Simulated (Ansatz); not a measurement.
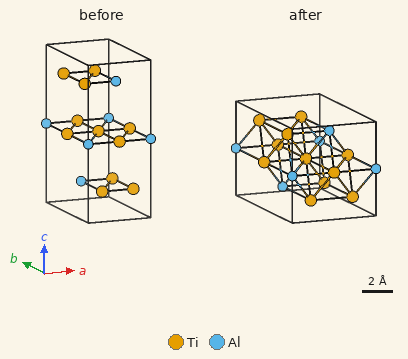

The structure of crystalline Ti3Al (a generated structure, set up in R-3m) (coarse preliminary run) before (left) and after (right) a relaxation, at one scale.

The picture is a ball-and-stick view of the conventional cell (3 times the calculation's cell), seen from a free direction. Lengths and directions refer to the drawn axes.

The calculation used DFT PBE, scalar-relativistic, plane waves, PAW in Ansatz. (plane-wave cutoff 420 eV; k-point mesh 6 × 6 × 6; occupations gaussian; smearing width 0.1 eV; no spin polarisation; cell and atoms relaxed; force threshold 0.04 eV/Å; at most 70 steps)

Question: What changed between the two?

Answer: Over 13 accepted moves (15 points after the start) the energy falls by 15.322 eV per cell of the calculation. All forces vanish by symmetry, so only the cell relaxes. The pressure goes from 77.90 to 0.06 GPa. At 2 points the geometry stayed and the basis and grid were re-selected for the new cell (energy shift of 0.586 eV per cell of the calculation at most each time). No atom moves by more than 0.005 Å relative to the cell. Cell: a = b 4.281 → 5.728 Å (+33.8 %), c 11.764 → 7.015 Å (−40.4 %). Volume +6.8 %. Some distances before and after: Ti–Ti 4.111 → 2.864 Å, Al–Ti 4.111 → 2.864 Å, Ti–Ti 2.140 → 2.864 Å, Al–Ti 2.140 → 2.864 Å. New bonds form: Al–Ti (4.11 → 2.86 Å), Ti–Ti (4.11 → 2.86 Å). The space group (tolerance 0.01 Å) goes from R-3m (No. 166) to Pm-3m (No. 221).
